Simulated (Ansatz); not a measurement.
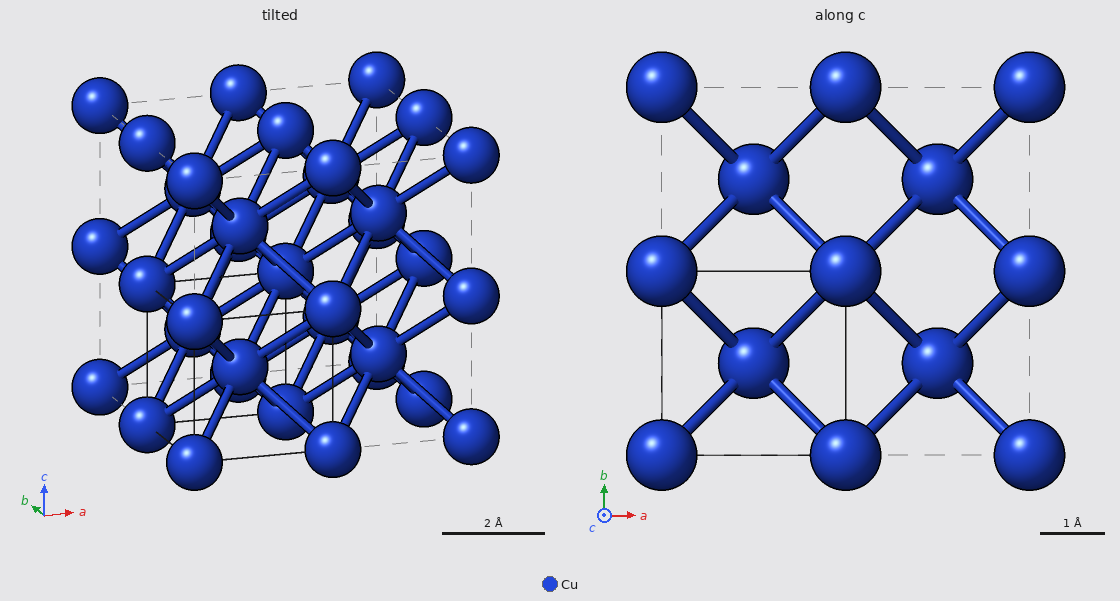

The image is a ball-and-stick drawing of a crystal, viewed slightly off an axis and along the c axis. A block of 2×2×2 cells is shown, with one conventional unit cell in solid outline. Cell: a = 2.885 Å, b = 2.885 Å, c = 2.885 Å, α = 90.00°, β = 90.00°, γ = 90.00°.

- The element is copper.
- The symmetry is that of Im-3m (No. 229), on a body-centred cubic lattice.
- In terms of structure types, this is body-centred cubic (W type).
- The cell holds two atoms.
- Around each Cu lie eight Cu in a cubic arrangement at about 2.5 Å. Not all metal-metal contacts are counted.
- The bonds build a three-dimensional framework.

The model was built from a structure listed in the Materials Project, with elements exchanged, so it need not be a known form of the compound. Atoms and cell were optimised with DFT PBE, scalar-relativistic, plane waves, PAW in Ansatz 0.2.0.
